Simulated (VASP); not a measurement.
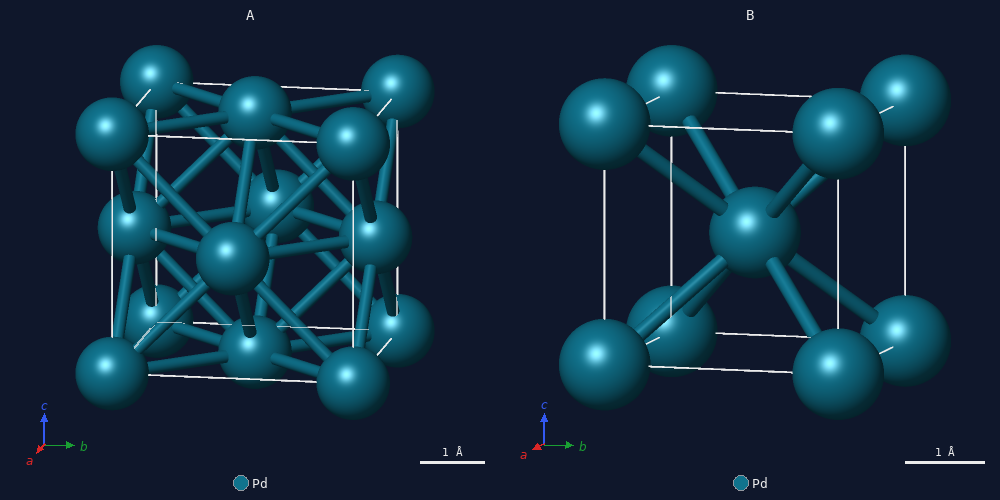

Two structures of Pd, each relaxed (cell and atoms) at zero pressure; conventional cells in solid outline, small ones repeated, each panel with its own scale. Alike in all runs: VASP 6.6.1; functional PBEsol; VASP's PAW PBE potentials, release 64 (Pd); cutoff 600 eV; occupations gaussian, width 0.1 eV; no spin polarisation; no spin-orbit coupling. The k meshes have like spacings.

Give the type and space group of each panel.

A: face-centred cubic (Cu type), Fm-3m; B: body-centred cubic (W type), Im-3m.

Rank them by energy, lowest first.

A, then B (+54 meV/atom), static energies at zero smearing.

Collect the results in a table.

| panel | space group | E − E(lowest) (meV/atom) | volume (Å³/atom) |
| --- | --- | --- | --- |
| A | Fm-3m | 0 | 14.5 |
| B | Im-3m | 54 | 14.6 |

The starts are database entries or structure types tried for this composition, and the most stable form need not be among them.
